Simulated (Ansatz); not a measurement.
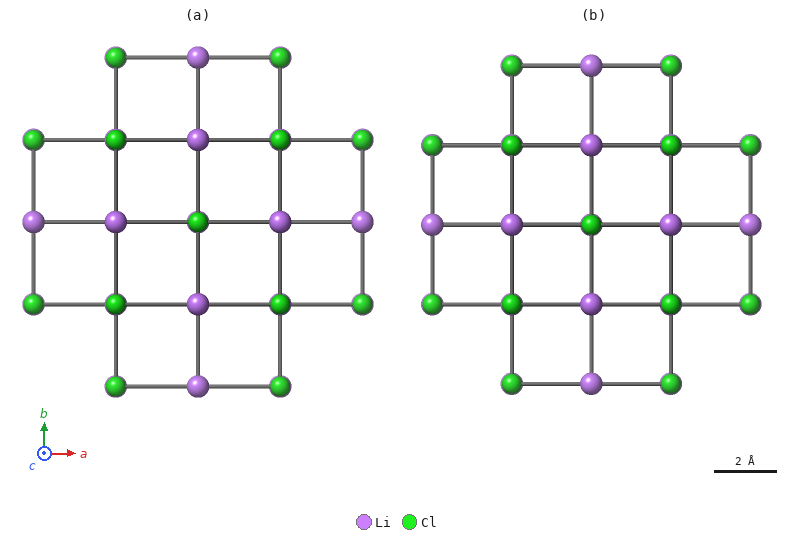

The structure of solid LiCl (a generated structure, set up in Fm-3m) before (left) and after (right) a relaxation, at one scale.

A ball-and-stick model of the conventional cell (4 times the calculation's cell), seen along the c axis. Lengths and directions refer to the drawn axes.

Case: Br → Cl, K → Li on all its sites, cell and atoms relaxed.

These are results of DFT PBE, scalar-relativistic, plane waves, PAW (Ansatz 0.2.0), not measurements.

Input
```yaml
crystal:
  lattice:
    - [0.0, 2.663176291, 2.663176291]
    - [2.663176291, 0.0, 2.663176291]
    - [2.663176291, 2.663176291, 0.0]
  atoms:
    - { symbol: Li, position: [0.0, 0.0, 0.0] }
    - { symbol: Cl, position: [0.5, 0.5, 0.5] }
basis:
  ecutwfc: 420
kpoints:
  mp_grid: { grid: [8, 8, 8] }
hamiltonian:
  xc: pbe
scf:
  occupations: { method: gaussian, width: 0.02 }
output:
  forces: true
  stress: true
  eigenvalues: true
relax:
  adjacent_minimum: "off"
  f_tol: 0.01
  max_steps: 60
  cell: { stress_tol: 0.1 }
```

**Summarise the run.**

No atom moves by more than 0.005 Å relative to the cell. The volume changes by −9.6 %, with a = b = c 5.326 → 5.151 Å (−3.3 %). Among the contacts that change: Li1–Cl2 2.663 → 2.575 Å. The space group stays Fm-3m (No. 225). After 3 accepted moves (4 points after the start) the energy has fallen by 15.9 meV per atom. All forces vanish by symmetry, so only the cell relaxes. The pressure goes from −2.58 to −0.01 GPa. At 1 point the geometry stayed and the basis and grid were re-selected for the new cell (energy shift of less than 0.05 meV per atom at most each time). The run took of the order of 1.9 core-seconds on a shared host.
